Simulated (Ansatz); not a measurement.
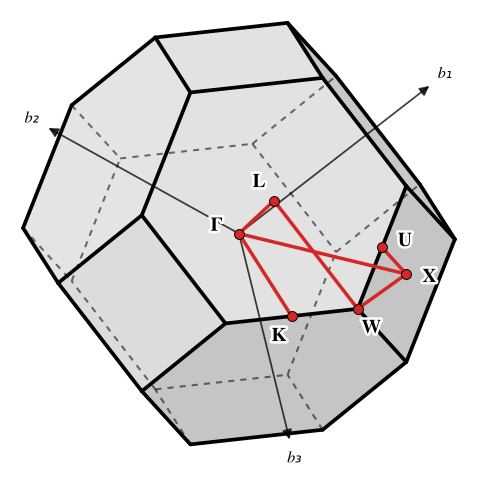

Crystal: AlSb, coordinates from a relaxation with Ansatz 0.2.0, DFT, PBEsol, PAW with Ansatz's default frozen-core files, scalar-relativistic. The first Brillouin zone and its special points. Symmetry computed with spglib at a tolerance of 0.002 Å; standard conventional cell.

Space group No. 216, F-43m; a = 6.157 Å, b = 6.157 Å, c = 6.157 Å, α = 90.00°, β = 90.00°, γ = 90.00°.

Labels and path follow the convention of Hinuma et al. (2017), as computed by seekpath; the arrows show the directions of the reciprocal primitive vectors b₁, b₂, b₃, in which coordinates are given; lengths include the factor 2π.

Q: List the special points with their coordinates and distances from Γ.

A:
| point | k₁ | k₂ | k₃ | length of k (1/Å) |
| --- | --- | --- | --- | --- |
| Γ | 0 | 0 | 0 | 0.000 |
| X | 1/2 | 0 | 1/2 | 1.021 |
| L | 1/2 | 1/2 | 1/2 | 0.884 |
| W | 1/2 | 1/4 | 3/4 | 1.141 |
| K | 3/8 | 3/8 | 3/4 | 1.082 |
| U | 5/8 | 1/4 | 5/8 | 1.082 |

Q: What is the zone's volume?

A: (2π)³ over the primitive cell's volume of 58.35 Å³: 4.25 Å⁻³.
